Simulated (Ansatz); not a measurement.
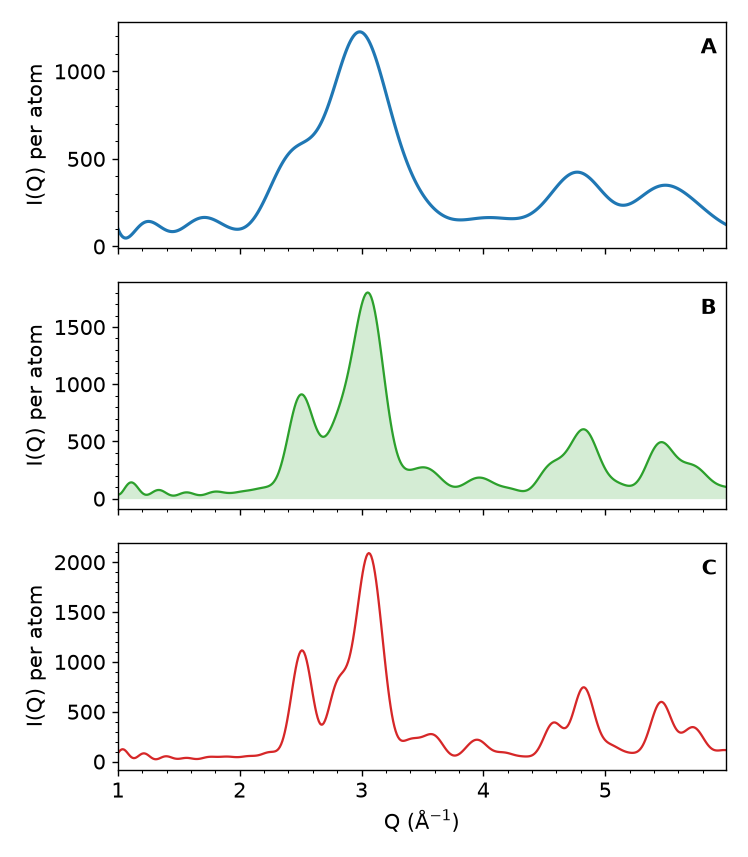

X-ray scattering of spheres cut from the crystal structure of Zn (R-3m, a = 2.594 Å, b = 2.594 Å, c = 22.493 Å, α = 90.00°, β = 90.00°, γ = 120.00°), calculated atom by atom with the Debye equation (B = 0.5 Å², no relaxation of the surface). It is based on the geometry relaxed with Ansatz 0.2.0, DFT r2SCAN, scalar-relativistic, plane waves, PAW; the starting structure was generated, so it need not be a known form of this composition.

The spheres are 14, 28 and 36 Å across. Which curve is which?

Answer. curve A: 14 Å (111 atoms); curve B: 28 Å (783 atoms); curve C: 36 Å (1667 atoms). Peak widths go roughly as 2π/D, so the largest sphere has the sharpest peaks.

Index the main peaks of the largest sphere.

Answer. Q ≈ 2.51 Å⁻¹: 009; Q ≈ 3.06 Å⁻¹: 104 + 015; Q ≈ 3.95 Å⁻¹: 1 0 10; Q ≈ 4.82 Å⁻¹: 0 1 14 + 110; Q ≈ 5.46 Å⁻¹: 119.
